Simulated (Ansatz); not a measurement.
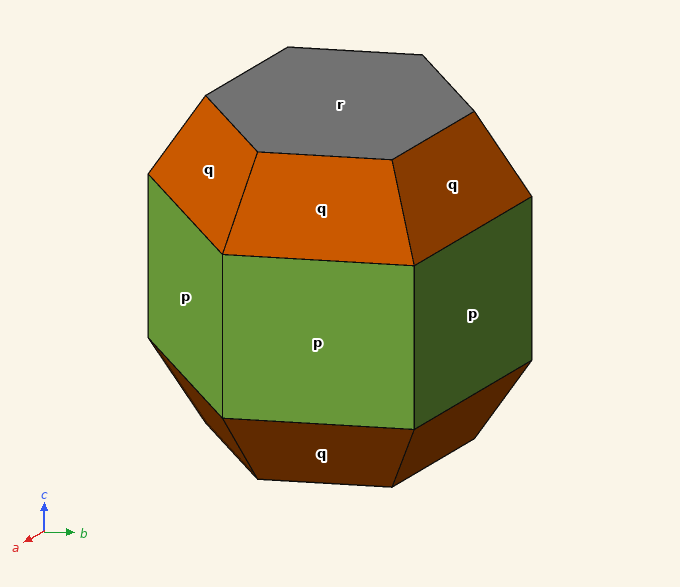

BFDH (Bravais–Friedel–Donnay–Harker) growth shape, computed from the cell and space group alone: each face lies at a distance from the centre proportional to 1/d(hkl), with d taken for the first order that the space group does not extinguish. It ignores bonding, solvent and kinetics. Faces of one form share a colour. Cell of Ti: space group P6_3/mmc (No. 194), a = 2.939 Å, b = 2.939 Å, c = 4.650 Å, α = 90.00°, β = 90.00°, γ = 120.00°. Source: coordinates from a relaxation with DFT PBE, scalar-relativistic, plane waves, PAW (Ansatz). Forms under 0.4 % of the area are left out.

Which form is which colour?

green (p): {100} (d = 2.54 Å, 41 % of the area); orange (q): {101} (d = 2.23 Å, 40 % of the area); grey (r): {002} (d = 2.33 Å, 19 % of the area).
